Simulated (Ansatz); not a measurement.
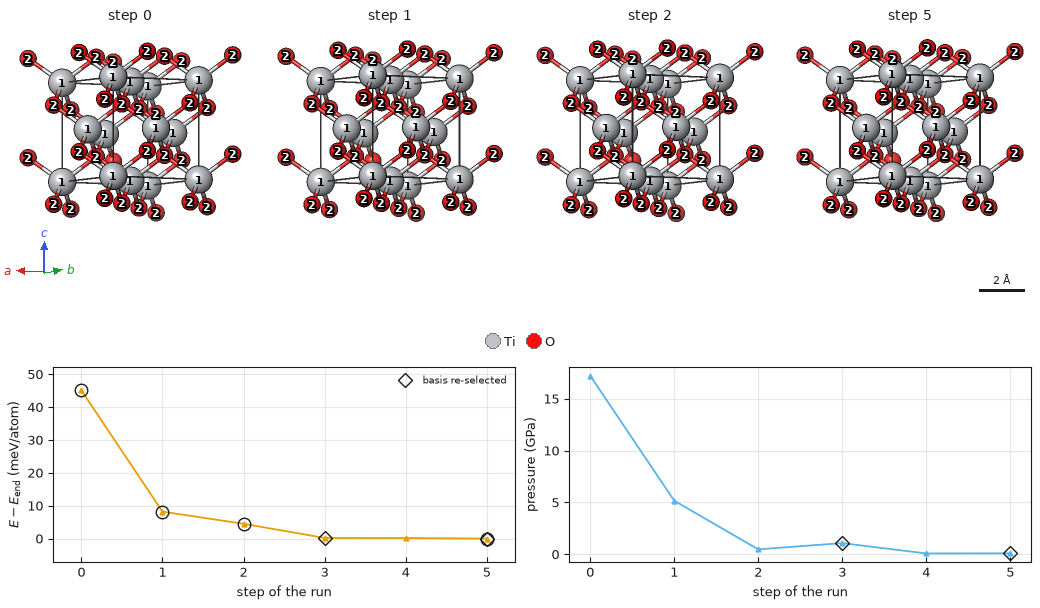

Frames of a relaxation of crystalline TiO (built on the zinc blende type) (coarse preliminary run), marked on the history of the run. Style: ball-and-stick. Shown: the conventional cell (4 times the calculation's cell), from a free direction. Lengths and directions refer to the drawn axes.

The calculation used DFT PBEsol, scalar-relativistic, plane waves, PAW in Ansatz 0.2.0. (plane-wave cutoff 420 eV; k-point mesh 8 × 8 × 8; occupations gaussian; smearing width 0.1 eV; collinear spin; cell and atoms relaxed; force threshold 0.05 eV/Å; at most 80 steps)

**Describe the path.**

The atoms keep their places relative to the cell (all moves are under 0.005 Å). The drawn cell changes as follows: a = b = c 4.463 → 4.579 Å (+2.6 %); the volume changes by +8.0 %. Near-neighbour distances that change, for instance: Ti1–Ti1 3.156 → 3.238 Å, Ti1–O2 1.933 → 1.983 Å. The space group stays F-43m (No. 216). After 3 accepted moves (5 points after the start) the energy has fallen by 45.1 meV per atom. All forces vanish by symmetry, so only the cell relaxes. Pressure: 17.24 GPa at the start and 0.10 GPa at the end. At 2 points the geometry stayed and the basis and grid were re-selected for the new cell (energy shift of 4.3 meV per atom at most each time). The run took 14 s on 1 thread of Arm Neoverse V2 (shared host), peak memory 0.29 GiB. From step 0 to 1: volume +5.1 %, energy −36.9 meV per atom. From step 1 to 2: volume +2.2 %, energy −3.7 meV per atom. From step 2 to 5: volume +0.5 %, energy −4.5 meV per atom.
